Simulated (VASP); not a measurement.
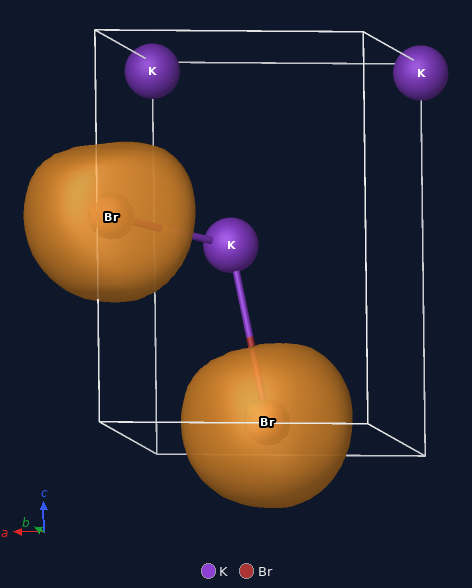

KBr. Isosurface of the electron localisation function at 0.7 (orange), seen at an oblique angle. Core shells and regions of very low density are left out. Sticks mark near contacts.

Space group P1; a generated structure, not necessarily the stable one; not relaxed (largest force 1.4 eV/Å); computed pressure about 3 GPa in this cell.

Theory: Kohn-Sham DFT of a periodic cell, PBE, VASP PAW PBE potentials, recommended (VASP).

In a PAW calculation such maps are meaningful between the atoms, not at the nuclei.

```
CELL_PARAMETERS angstrom
-3.24881 -0.07344 -3.25010
3.27245 -0.13001 -3.27374
0.05657 -6.57419 -0.20345
ATOMIC_POSITIONS crystal
K 0.99286 0.03414 0.97446
K 0.61529 0.46998 0.49626
Br 0.95895 0.94651 0.52841
Br 0.47819 0.51097 0.04261
```

What do the ELF domains correspond to?

At this value the surface marks out two regions wrapped around Br (the valence shell of each), counted in one cell of 4 atoms. Any copies at cell faces, edges or corners count once. Along the contacts the grid gives the following. K–Br (2.74 Å): the ELF is about 0.20 at the midpoint (a closed-shell, largely ionic contact). K–Br (2.89 Å): the ELF is about 0.15 at the midpoint (a largely ionic contact).

Metal or insulator at this level of theory?

It is gapped, with a Kohn–Sham gap of 5.0 eV on the k-point mesh, an upper bound to the gap of this method.
